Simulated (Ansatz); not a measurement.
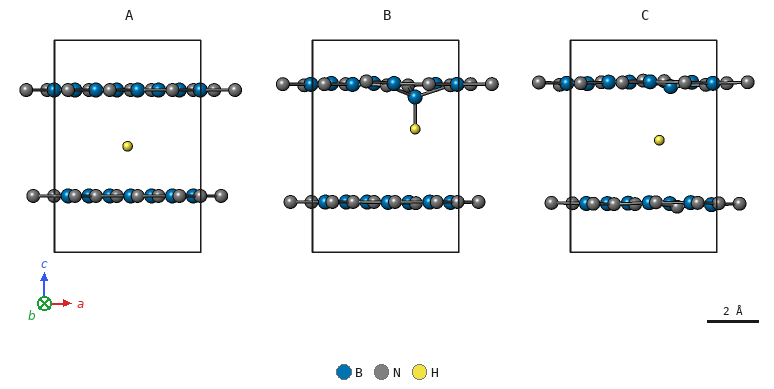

3 geometries from one relaxation of a defect cell of composition B$_{14}$HN$_{14}$ (cell charge −1), in shuffled order. The picture is a ball-and-stick view of the cell of the calculation (origin shifted), seen along the b axis.

Case: H interstitial, charge -1, atoms relaxed.

All numbers below come from DFT PBE, scalar-relativistic, plane waves, PAW (Ansatz 0.2.0). Set-up: plane-wave cutoff 420 eV; k-point mesh 2 × 2 × 2; occupations gaussian; smearing width 0.02 eV; no spin polarisation; atoms relaxed in a fixed cell; force threshold 0.02 eV/Å; at most 60 steps.

**Put them in the order of the run, from the start to the converged end.**

A, C, B. They are steps 0, 6, 16, at +1.949 eV per cell of the calculation, +1.230 eV per cell of the calculation relative to the last. After 16 geometry steps the energy has fallen by 1.949 eV per cell of the calculation. The largest force component goes from 1.2 to 0.01 eV/Å. The atom that moves furthest is the H atom (1.41 Å roughly along [3 1 1]). By element the largest moves are H 1.41 Å, N 0.34 Å, B 0.28 Å. The cell stays as it was. Among the contacts that change: B–H 2.561 → 1.264 Å, B–N 1.450 → 1.540 Å, B–N 1.450 → 1.428 Å, B–N 1.450 → 1.461 Å. New bonds form: B–H (2.56 → 1.26 Å). Bond angles that change, for instance: N–B–N 120.0° → 111.5°.

Limits of the set-up: the periodic images lie only 6.6 Å apart, so the values are limited by the cell's size; the cell is charged, on a uniform background, and energies carry no finite-size correction.
